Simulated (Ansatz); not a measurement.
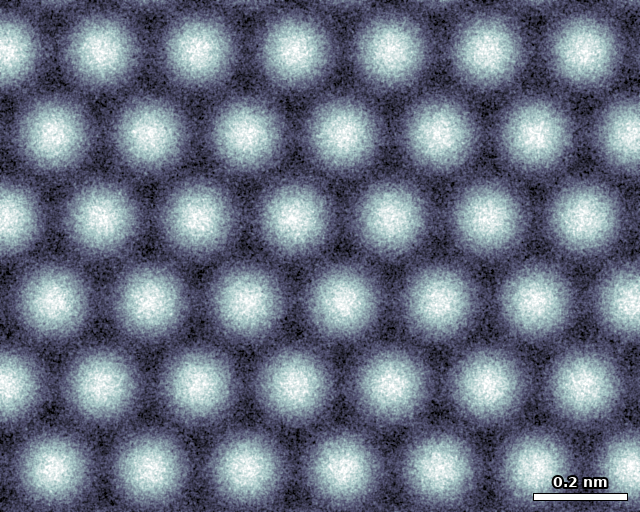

Dark-field STEM-like image of Ir. Simulated incoherent Z contrast: every atom adds Z^1.7 spread by a probe of 1.30 Å full width; channelling and multiple scattering are left out. The probe carries 25 % of its weight in a tail 2.5 times as wide. The display is stretched by a gamma of 0.65; percentages refer to the linear signal. Shot noise was added.

> What two-dimensional lattice does the image show, and how large is its cell?

The pattern repeats on a hexagonal net with a repeat of 2.1 Å.

> What is the plane group of the image?

p6mm: sixfold points with mirror lines through them.

> How many columns does the smallest repeating cell hold, and how many levels of brightness?

1 column in the primitive cell of 3.9 Å², all of one brightness.

The crystal is Ir (Pm-3m, No. 221) seen along [111]. Atomic positions: the geometry given to an electronic-structure calculation, possibly off equilibrium; the starting structure was generated, so it need not be a known form of this composition.
